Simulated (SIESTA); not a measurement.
# Energy of Sb along an even scaling of the cell

System: Sb (1 atom in the cell).
Method: Kohn-Sham DFT of a periodic cell, LDA, PseudoDojo 0.4 standard, converted to PSML, no spin polarisation (SIESTA 5.4.2).

The 7 runs differ only in the geometry, by an even scaling of the cell at fixed fractional positions. The structure derives from a Materials Project entry.

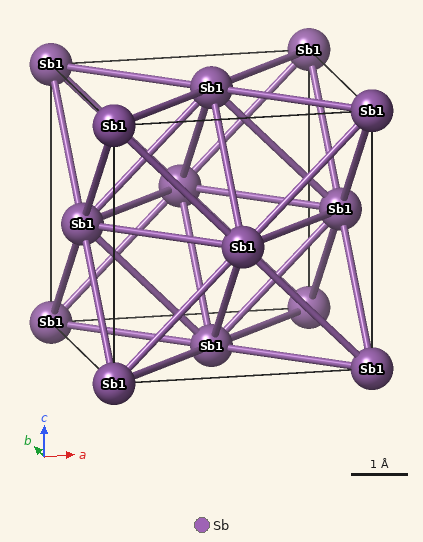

Figure 1. The structure of run 4 (ball-and-stick view of the cell 4 times as large as that of the calculation, set on its symmetry axes, seen slightly off an axis; atoms are numbered from 1 in the order of the input). An atom can appear more than once, as a periodic image.

**Input of run 4**
```
SystemName                      Sb
SystemLabel                     Sb
NumberOfSpecies                 1
NumberOfAtoms                   1
%block ChemicalSpeciesLabel
  1  51 Sb
%endblock ChemicalSpeciesLabel

LatticeConstant                 1.0 Ang
%block LatticeVectors
     0.0000000000     2.3712425216     2.3712425216
     2.3712425216     0.0000000000     2.3712425216
     2.3712425216     2.3712425216     0.0000000000
%endblock LatticeVectors
AtomicCoordinatesFormat         Fractional
%block AtomicCoordinatesAndAtomicSpecies
     0.0000000000     0.0000000000     0.0000000000  1  Sb
%endblock AtomicCoordinatesAndAtomicSpecies

%block kgrid.MonkhorstPack
   10   0   0  0.0
    0  10   0  0.0
    0   0  10  0.0
%endblock kgrid.MonkhorstPack
XC.Functional                   LDA
XC.Authors                      PW92
PAO.BasisSize                   DZP
PAO.EnergyShift                 0.003 Ry
Mesh.Cutoff                     500 Ry
OccupationFunction              FD
ElectronicTemperature           0.05 eV
MaxSCFIterations                120
SCF.MustConverge                false
SCF.Mixer.Method                Pulay
SCF.Mixer.Weight                0.25
SCF.Mixer.History               8
SCF.DM.Tolerance                5.0e-05
SCF.H.Tolerance                 1.0e-03 eV
WriteForces                     true
Charge.Mulliken                 end
%block PAO.Basis
  Sb 4
  n=5 0 2
    5.972 0.000
  n=5 1 2
    7.827 0.000
  n=4 2 2
    3.490 0.000
  n=5 2 1
    7.827
%endblock PAO.Basis
```

Command:
```bash
siesta Sb.fdf > Sb.out 2>&1
```

Run 3 differs from it as follows:
```diff
-     0.0000000000     2.3712425216     2.3712425216
-     2.3712425216     0.0000000000     2.3712425216
-     2.3712425216     2.3712425216     0.0000000000
+     0.0000000000     2.3553276627     2.3553276627
+     2.3553276627     0.0000000000     2.3553276627
+     2.3553276627     2.3553276627     0.0000000000
```

**Results, with one run withheld**

```tsv
run	volume per atom (Å³)	free energy per atom, from the lowest run given (meV)	pressure (GPa)
1	25.066	17.80	4.24
2	25.599	6.66	2.51
3	26.133	?	?
4	26.666	0.00	−0.43
5	27.199	3.69	−1.78
6	27.733	11.71	−3.00
7	28.266	23.60	−4.12
```

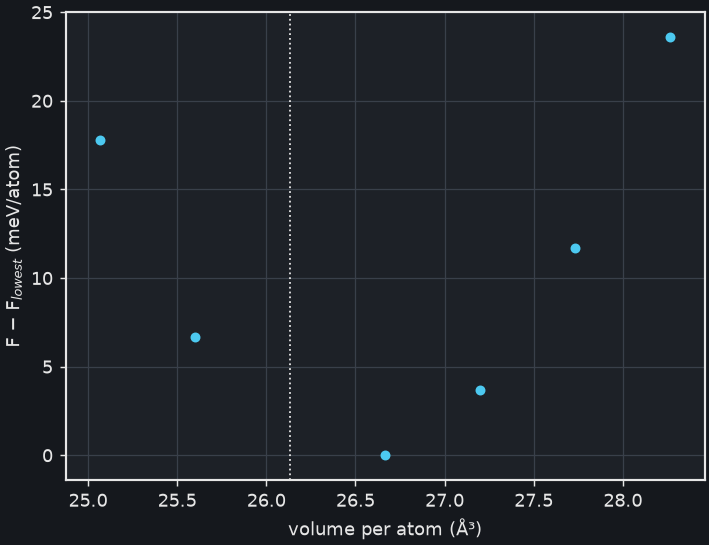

Figure 2. Free energy per atom of the runs given; the dotted line marks run 3.

Estimate the energy of run 3 from the others.

A cubic polynomial in V^(−2/3) (the Birch–Murnaghan form), fitted to the 6 runs given, misses them by at most 0.02 meV per atom. With x = V^(−2/3) − 0.11190 Å⁻², it reads F = 0.14496 − 1282.3 x + 1.0404e+06 x² − 5.6492e+06 x³ (meV per atom). At run 3 it gives 0.85 meV per atom, and the run itself gives 0.86. The slope of the fit gives a pressure −dF/dV of 0.98 GPa there, and the run prints 0.99 GPa. The fit has its minimum at 26.495 Å³ per atom, where V d²F/dV² gives 70.1 GPa: the bulk modulus at this level, since symmetry fixes the shape and the positions.

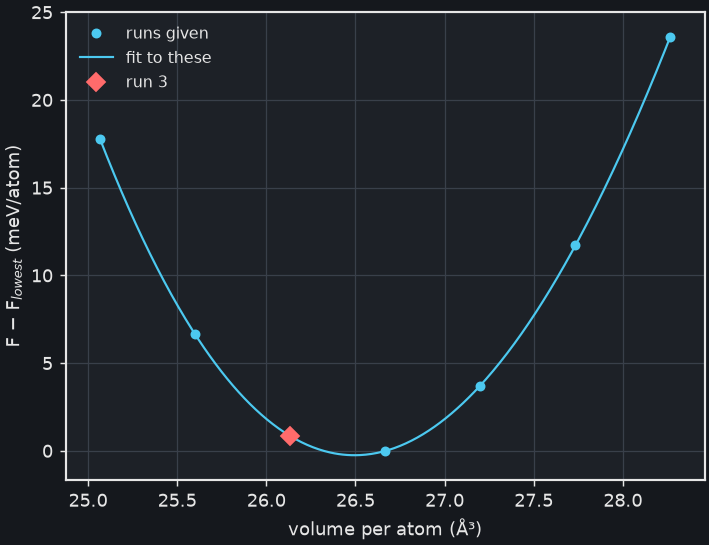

Figure 3. The fit and the withheld run.

**Some lines of the output (run 3)**
```
[...]
outcell: Cell volume (Ang**3)        :     26.1327
stepf: Fermi-Dirac step function
siesta: Etot    =     -2468.468510
siesta: FreeEng =     -2468.475277
        iscf     Eharris(eV)        E_KS(eV)     FreeEng(eV)     dDmax    Ef(eV) dHmax(eV)
siesta: E_KS(eV) =            -2468.4904
siesta: E_KS - E_eggbox =     -2468.4904
siesta: Etot    =     -2468.490355
siesta: FreeEng =     -2468.496952
siesta:         Fermi =      -4.173695
siesta: Cell volume =         26.132683 Ang**3
    Orbital volume contribution        =           1.115642 eV
```

Notes: Points of doubt noted for this run: mulliken charges of long orbitals. With a small basis of atomic orbitals these values can differ much from converged plane-wave results.
